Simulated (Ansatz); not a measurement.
Read the following structure.

```
Si O
1.0
     5.27552    0.00000    0.00000
     0.00000    9.92269    0.00000
     0.00000    0.00000    8.76097
Si O
8 16
Cartesian
  0.0000 0.9182 7.4424
  2.6378 0.9182 5.6991
  0.0000 9.0045 1.3186
  2.6378 9.0045 3.0619
  2.6378 5.8795 3.0619
  0.0000 5.8795 1.3186
  2.6378 4.0432 5.6991
  0.0000 4.0432 7.4424
  2.6378 7.4420 3.4913
  2.6378 2.4807 5.2696
  3.9566 0.5909 6.5707
  3.9566 9.3318 2.1902
  1.3189 9.3318 2.1902
  1.3189 0.5909 6.5707
  0.0000 0.0000 0.0000
  2.6378 0.0000 4.3805
  0.0000 2.4807 7.8718
  0.0000 7.4420 0.8891
  1.3189 5.5522 2.1902
  1.3189 4.3705 6.5707
  3.9566 4.3705 6.5707
  3.9566 5.5522 2.1902
  2.6378 4.9613 4.3805
  0.0000 4.9613 0.0000
```

**What does this file describe?**

The structure is one of SiO2. The structure has Imma (No. 74) symmetry and a body-centred orthorhombic lattice. It has 24 atoms to the cell (8 Si, 16 O). The polyhedra are SiO4 tetrahedra; they share corners. The neighbours of Si are four O in a tetrahedral arrangement at 1.61 to 1.62 Å. The neighbours of O are two Si at 1.61 to 1.62 Å. The bonds build a three-dimensional framework.

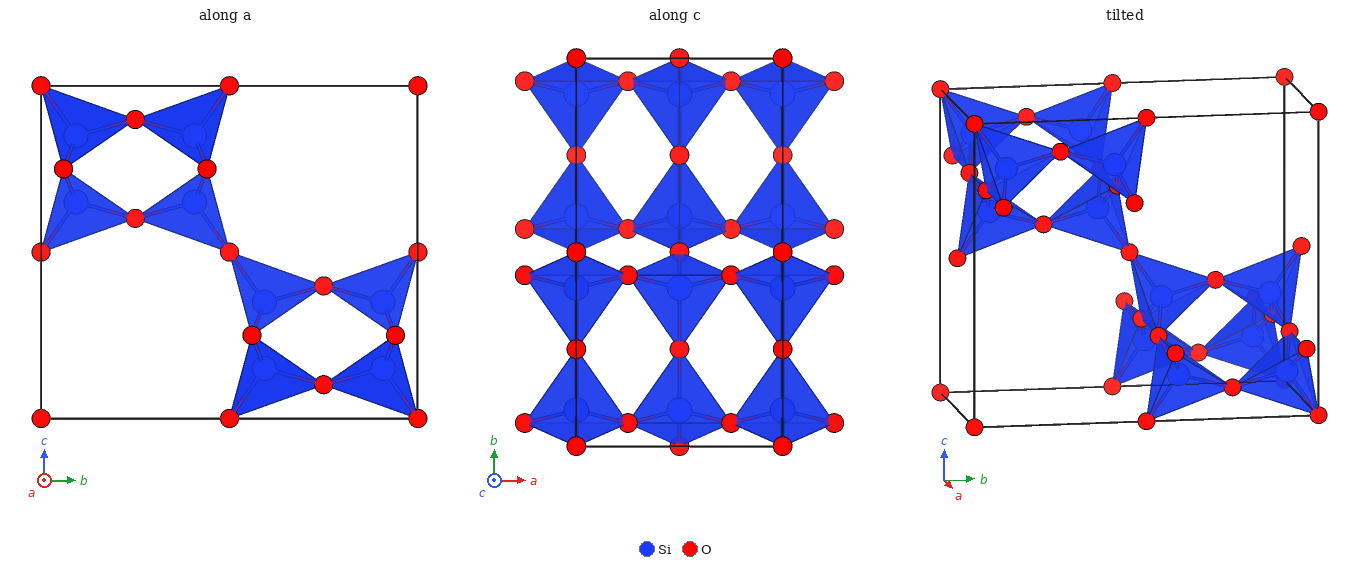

Figure: polyhedral view along the a axis, along the c axis and slightly off an axis. The lines enclose the conventional unit cell; boundary atoms appear with their images. A few atoms beyond the faces are included.

Provenance: a structure listed in the Materials Project. It was relaxed at fixed volume with DFT r2SCAN, scalar-relativistic, plane waves, PAW (Ansatz).
